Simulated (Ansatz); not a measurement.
## Geometry relaxation, with input and output: C8N (part 3 of 3)

Continued. System: C8N (slab, 9 atoms in the cell). Method: DFT PBE+D3(BJ), scalar-relativistic, plane waves, PAW, no spin polarisation (Ansatz 0.2.0); cutoff 420 eV, 12×12×1 k-mesh, Gaussian smearing of 0.1 eV. The structure derives from a Materials Project entry. The input holds or restrains some coordinates. Forces given for the steps count only the free coordinates. It belongs to a series of runs on one base structure; here: N put at a hollow C-C site.

Geometry of the input (Å; fractional positions):
```
2.4655  0.0000  0.0000
-1.2328  2.1341  0.0000
0.0000  0.0000  29.1985
C  0.0833  0.1666  0.2911
C  0.4167  0.8334  0.2911
C  0.5833  0.1666  0.4075
C  0.9167  0.8334  0.4075
C  0.0833  0.1666  0.5240
C  0.4167  0.8334  0.5240
C  0.5833  0.1666  0.6404
C  0.9167  0.8334  0.6404
N  0.2500  0.5000  0.6534
```

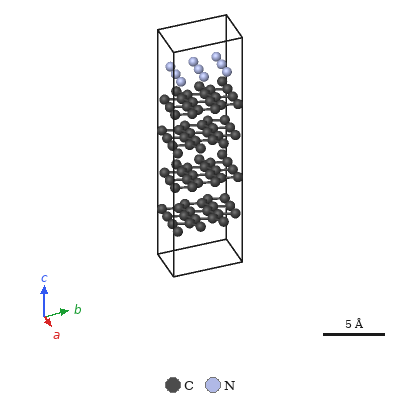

The geometry at step 9 of the log (ball-and-stick view of the 3 × 3 repeat of the cell, with the vacuum cut short, seen slightly off an axis).

Trajectory as extended XYZ (Å, eV, eV/Å), 11 of the 17 frames kept, from step=1 to step=17
```
9
Lattice="2.4655 0.0000 0.0000 -1.2328 2.1341 0.0000 0.0000 0.0000 29.1985" Properties=species:S:1:pos:R:3:forces:R:3 step=1 energy=-2375.21986
C     0.0000    0.3556    8.5000    0.0000   0.0049   0.0000
C     0.0000    1.7786    8.5000    0.0000  -0.0049   0.0000
C     1.2328    0.3556   11.8995    0.0000  -0.0010   0.0020
C     1.2328    1.7786   11.8995    0.0000   0.0010   0.0020
C     0.0000    0.3556   15.2990    0.0000   0.0252  -0.0044
C     0.0000    1.7786   15.2990    0.0000  -0.0252  -0.0044
C     1.2328    0.3556   18.6985    0.0000  -0.0052  -7.8337
C     1.2328    1.7786   18.6985    0.0000   0.0052  -7.8337
N     0.0000    1.0671   19.0785    0.0000   0.0000  15.6723
9
Lattice="2.4655 0.0000 0.0000 -1.2328 2.1341 0.0000 0.0000 0.0000 29.1985" Properties=species:S:1:pos:R:3:forces:R:3 step=3 energy=-2380.85803
C     0.0000    0.3556    8.5000    0.0000  -0.0057   0.0018
C     0.0000    1.7786    8.5000    0.0000   0.0057   0.0018
C     1.2328    0.3556   11.8995    0.0000   0.0029  -0.0058
C     1.2328    1.7786   11.8995    0.0000  -0.0029  -0.0058
C     0.0000    0.3556   15.2521    0.0000   0.0404  -0.0025
C     0.0000    1.7785   15.2521    0.0000  -0.0404  -0.0025
C     1.2328    0.3555   18.5745    0.0000  -0.0101  -5.4493
C     1.2328    1.7786   18.5745    0.0000   0.0101  -5.4493
N     0.0000    1.0671   19.3795    0.0000   0.0000  10.9119
9
Lattice="2.4655 0.0000 0.0000 -1.2328 2.1341 0.0000 0.0000 0.0000 29.1985" Properties=species:S:1:pos:R:3:forces:R:3 step=4 energy=-2383.48380
C     0.0000    0.3556    8.5000    0.0000  -0.0207   0.0011
C     0.0000    1.7786    8.5000    0.0000   0.0207   0.0011
C     1.2328    0.3556   11.8995    0.0000   0.0113  -0.0085
C     1.2328    1.7786   11.8995    0.0000  -0.0113  -0.0085
C     0.0000    0.3558   15.2519    0.0000   0.0231  -0.0200
C     0.0000    1.7784   15.2519    0.0000  -0.0231  -0.0200
C     1.2328    0.3555   18.4774    0.0000   0.0045  -3.7975
C     1.2328    1.7787   18.4774    0.0000  -0.0045  -3.7975
N     0.0000    1.0671   19.5745    0.0000   0.0000   7.6508
9
Lattice="2.4655 0.0000 0.0000 -1.2328 2.1341 0.0000 0.0000 0.0000 29.1985" Properties=species:S:1:pos:R:3:forces:R:3 step=6 energy=-2385.99036
C     0.0000    0.3556    8.5000    0.0000  -0.0293   0.0012
C     0.0000    1.7786    8.5000    0.0000   0.0293   0.0012
C     1.2328    0.3556   11.8995    0.0000   0.0118  -0.0102
C     1.2328    1.7786   11.8995    0.0000  -0.0118  -0.0102
C     0.0000    0.3558   15.2414    0.0000  -0.0339  -0.0622
C     0.0000    1.7783   15.2414    0.0000   0.0339  -0.0622
C     1.2328    0.3557   18.2946    0.0000   0.0206  -1.1068
C     1.2328    1.7784   18.2946    0.0000  -0.0206  -1.1068
N     0.0000    1.0671   19.9643    0.0000   0.0000   2.3549
9
Lattice="2.4655 0.0000 0.0000 -1.2328 2.1341 0.0000 0.0000 0.0000 29.1985" Properties=species:S:1:pos:R:3:forces:R:3 step=7 energy=-2386.46504
C     0.0000    0.3556    8.5000    0.0000  -0.0268   0.0016
C     0.0000    1.7786    8.5000    0.0000   0.0268   0.0016
C     1.2328    0.3556   11.8995    0.0000   0.0027  -0.0143
C     1.2328    1.7786   11.8995    0.0000  -0.0027  -0.0143
C     0.0000    0.3556   15.2268    0.0000  -0.0057  -0.1055
C     0.0000    1.7786   15.2268    0.0000   0.0057  -0.1055
C     1.2328    0.3559   18.2133    0.0000  -0.0075  -0.5469
C     1.2328    1.7782   18.2133    0.0000   0.0075  -0.5469
N     0.0000    1.0671   20.1592    0.0000   0.0000   1.3283
9
Lattice="2.4655 0.0000 0.0000 -1.2328 2.1341 0.0000 0.0000 0.0000 29.1985" Properties=species:S:1:pos:R:3:forces:R:3 step=9 energy=-2386.95852
C     0.0000    0.3556    8.5000    0.0000  -0.0339  -0.0015
C     0.0000    1.7786    8.5000    0.0000   0.0339  -0.0015
C     1.2328    0.3556   11.8995    0.0000   0.0029  -0.0309
C     1.2328    1.7786   11.8995    0.0000  -0.0029  -0.0309
C     0.0000    0.3552   15.1511    0.0000   0.0012  -0.1501
C     0.0000    1.7790   15.1511    0.0000  -0.0012  -0.1501
C     1.2328    0.3562   18.1035    0.0000  -0.0178  -0.1525
C     1.2328    1.7780   18.1035    0.0000   0.0178  -0.1525
N     0.0000    1.0671   20.5517    0.0000   0.0000   0.6667
9
Lattice="2.4655 0.0000 0.0000 -1.2328 2.1341 0.0000 0.0000 0.0000 29.1985" Properties=species:S:1:pos:R:3:forces:R:3 step=11 energy=-2387.15520
C     0.0000    0.3556    8.5000    0.0000  -0.0160   0.0002
C     0.0000    1.7786    8.5000    0.0000   0.0160   0.0002
C     1.2328    0.3556   11.8995    0.0000   0.0058  -0.0733
C     1.2328    1.7786   11.8995    0.0000  -0.0058  -0.0733
C     0.0000    0.3548   15.0315    0.0000   0.0423  -0.0449
C     0.0000    1.7793   15.0315    0.0000  -0.0423  -0.0449
C     1.2328    0.3563   18.0887    0.0000  -0.0686   0.0071
C     1.2328    1.7778   18.0887    0.0000   0.0686   0.0071
N     0.0000    1.0671   20.9430    0.0000   0.0000   0.2232
9
Lattice="2.4655 0.0000 0.0000 -1.2328 2.1341 0.0000 0.0000 0.0000 29.1985" Properties=species:S:1:pos:R:3:forces:R:3 step=12 energy=-2387.19129
C     0.0000    0.3556    8.5000    0.0000  -0.0060  -0.0003
C     0.0000    1.7786    8.5000    0.0000   0.0060  -0.0003
C     1.2328    0.3556   11.8995    0.0000   0.0017  -0.0567
C     1.2328    1.7786   11.8995    0.0000  -0.0017  -0.0567
C     0.0000    0.3547   15.0709    0.0000   0.0498  -0.0261
C     0.0000    1.7794   15.0709    0.0000  -0.0498  -0.0261
C     1.2328    0.3559   18.2002    0.0000  -0.0304   0.0073
C     1.2328    1.7783   18.2002    0.0000   0.0304   0.0073
N     0.0000    1.0671   21.1430    0.0000   0.0000   0.1519
9
Lattice="2.4655 0.0000 0.0000 -1.2328 2.1341 0.0000 0.0000 0.0000 29.1985" Properties=species:S:1:pos:R:3:forces:R:3 step=14 energy=-2387.22885
C     0.0000    0.3556    8.5000    0.0000   0.0018  -0.0001
C     0.0000    1.7786    8.5000    0.0000  -0.0018  -0.0001
C     1.2328    0.3556   11.8995    0.0000  -0.0014  -0.0332
C     1.2328    1.7786   11.8995    0.0000   0.0014  -0.0332
C     0.0000    0.3550   15.1435    0.0000   0.0198  -0.0145
C     0.0000    1.7791   15.1435    0.0000  -0.0198  -0.0145
C     1.2328    0.3552   18.3629    0.0000   0.0387   0.0306
C     1.2328    1.7790   18.3629    0.0000  -0.0387   0.0306
N     0.0000    1.0671   21.5298    0.0000   0.0000   0.0346
9
Lattice="2.4655 0.0000 0.0000 -1.2328 2.1341 0.0000 0.0000 0.0000 29.1985" Properties=species:S:1:pos:R:3:forces:R:3 step=15 energy=-2387.23232
C     0.0000    0.3556    8.5000    0.0000   0.0139  -0.0004
C     0.0000    1.7786    8.5000    0.0000  -0.0139  -0.0004
C     1.2328    0.3556   11.8995    0.0000   0.0002  -0.0503
C     1.2328    1.7786   11.8995    0.0000  -0.0002  -0.0503
C     0.0000    0.3552   15.0894    0.0000   0.0110   0.0572
C     0.0000    1.7789   15.0894    0.0000  -0.0110   0.0572
C     1.2328    0.3552   18.5579    0.0000   0.0446  -0.0249
C     1.2328    1.7790   18.5579    0.0000  -0.0446  -0.0249
N     0.0000    1.0671   21.7177    0.0000   0.0000   0.0370
9
Lattice="2.4655 0.0000 0.0000 -1.2328 2.1341 0.0000 0.0000 0.0000 29.1985" Properties=species:S:1:pos:R:3:forces:R:3 step=17 energy=-2387.24374
C     0.0000    0.3556    8.5000    0.0000   0.0089   0.0003
C     0.0000    1.7786    8.5000    0.0000  -0.0089   0.0003
C     1.2328    0.3556   11.8995    0.0000  -0.0010  -0.0036
C     1.2328    1.7786   11.8995    0.0000   0.0010  -0.0036
C     0.0000    0.3553   15.2740    0.0000   0.0004   0.0032
C     0.0000    1.7789   15.2740    0.0000  -0.0004   0.0032
C     1.2328    0.3555   18.6966    0.0000   0.0093  -0.0013
C     1.2328    1.7787   18.6966    0.0000  -0.0093  -0.0013
N     0.0000    1.0671   21.9708    0.0000   0.0000   0.0028
```

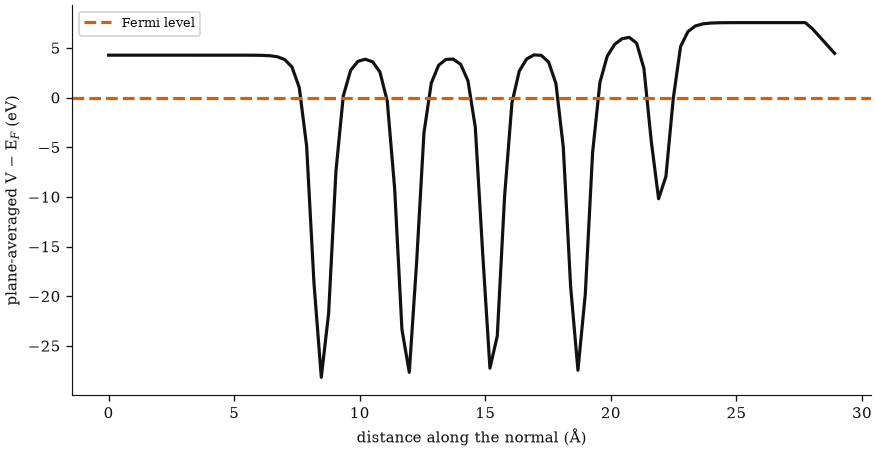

Plane average of the electrostatic potential energy of an electron across the cell, from the Fermi level. The vacuum level lies 7.55 eV above the Fermi level on the upper side and 4.27 eV on the lower.

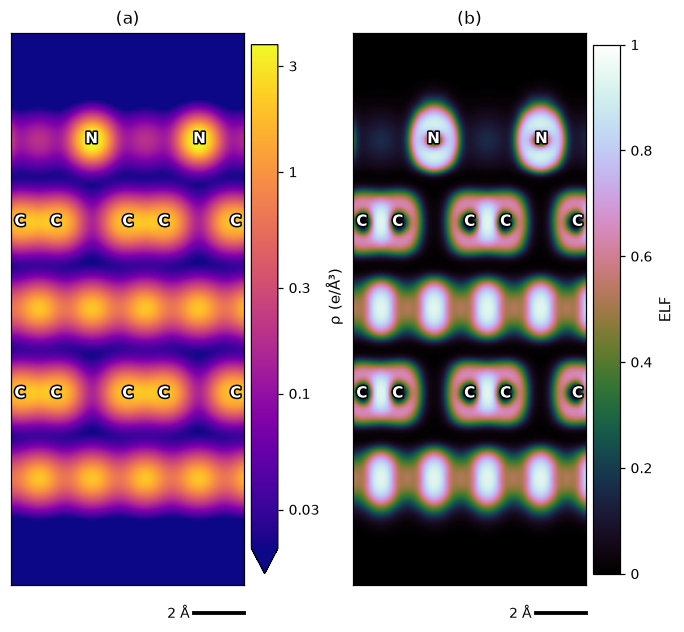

(a) valence pseudo-density; (b) electron localisation function on the (110) plane of the calculation cell, a cut from vacuum to vacuum. Atoms in the plane: C and N. The density dies away to nearly zero in the vacuum. Core electrons are frozen (PAW), so the fields are smoothed inside the atomic spheres.

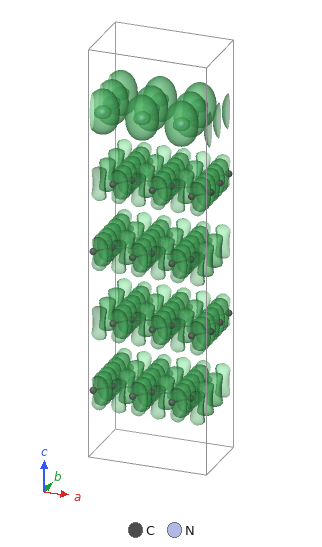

Isosurface of the ELF at 0.7 (green), seen slightly off an axis. Only the valence region is drawn (cores and ρ < 0.01 e/Å³ removed). Sticks mark near contacts.

Key numbers

- outcome: converged under the restraints of the input
- electrons treated: 37
- free energy: −2387.2437 eV
- work function, top face: 7.55 eV
- work function, bottom face: 4.27 eV
- Fermi energy: 0.634 eV
- gap on the k-point mesh: none (metallic)
- final volume: 153.64 Å³
- work function (upper face): 7.55 eV
- largest force (length of the vector) at the end, held atoms and coordinates included: 0.009 eV/Å
- hardware: 2 threads of Intel Xeon @ 2.50GHz (Skylake/Cascade Lake), 189 GiB of memory available, shared host
- wall time: 7.6 min (CPU time 15 min)
- peak memory: 0.51 GiB

Notes on the run: the exchange-correlation potential is rough where the density is thin. The cell holds an odd number of electrons but the run has no spin polarisation, so a band is left half filled.
